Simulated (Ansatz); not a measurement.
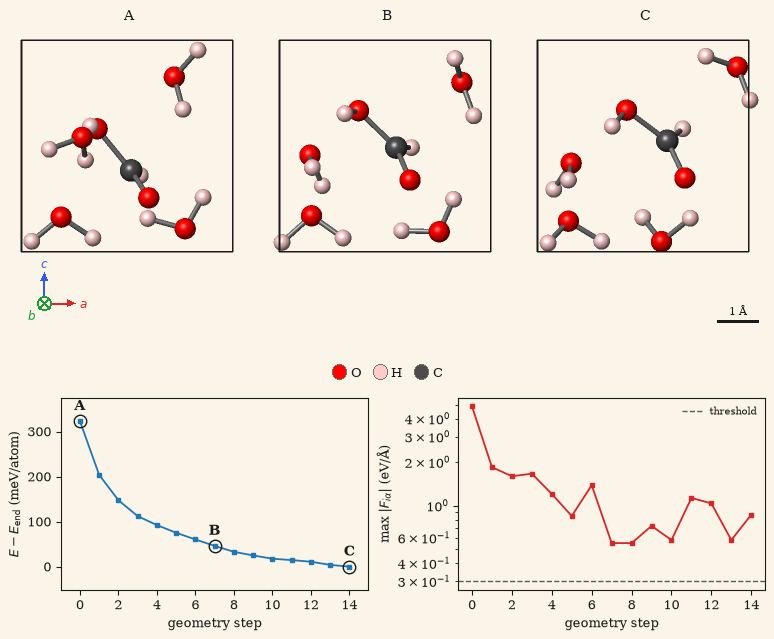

Frames of a relaxation of an amorphous cell of composition H₁₀CO₆, marked on the history of the run. The picture is a ball-and-stick view of the cell of the calculation, seen along the b axis.

The cell holds 4 H2O + 1 HCOOH. The run prepares the start of a later molecular dynamics calculation, from a guessed geometry.

These are results of DFT PBE-D3(BJ), scalar-relativistic, plane waves, PAW (Ansatz 0.2.0), not measurements. Settings: plane-wave cutoff 420 eV; k-point mesh 1 × 1 × 1; occupations fermi dirac; smearing width 0.02 eV; no spin polarisation; atoms relaxed in a fixed cell; force threshold 0.3 eV/Å; at most 15 steps.

Question: Describe the path.

Answer: The relaxation stopped without meeting its thresholds, so the last structure isn't shown to be converged. It used up its limit of 15 steps. The atom that moves furthest is an H atom (1.58 Å roughly along [−2 1 −1]). By element the largest moves are H 1.58 Å, O 1.35 Å, C 0.93 Å. The lattice vectors keep their values. Some distances before and after: C–O 1.350 → 1.322 Å, H–O 0.969 → 0.996 Å, H–O 0.980 → 1.005 Å, C–H 1.096 → 1.116 Å. Over 14 geometry steps the energy falls by 323 meV per atom. Largest force component: 4.9 eV/Å at the start, 0.87 eV/Å at the end. The run took 18 s on 1 thread of Arm Neoverse V1, on a shared host, peak memory 0.28 GiB. From step 0 to 7: an O atom moves most (1.11 Å), energy −277 meV per atom. From step 7 to 14: an H atom moves most (1.02 Å), energy −46.1 meV per atom.

```tsv
step	E − E(0), meV/atom	largest force component, eV/Å
0	0.00	4.8525
1	-119.34	1.8463
2	-175.75	1.5969
3	-211.06	1.6645
4	-230.92	1.2047
5	-248.00	0.8478
6	-262.91	1.3845
7	-277.14	0.5513
8	-290.27	0.5503
9	-298.34	0.7245
10	-305.62	0.5780
11	-308.67	1.1311
12	-312.27	1.0358
13	-319.29	0.5781
14	-323.28	0.8660
```

Limits of the set-up: the program's low-accuracy preset was used; the periodic images lie only 5.3 Å apart, so the values are limited by the cell's size.
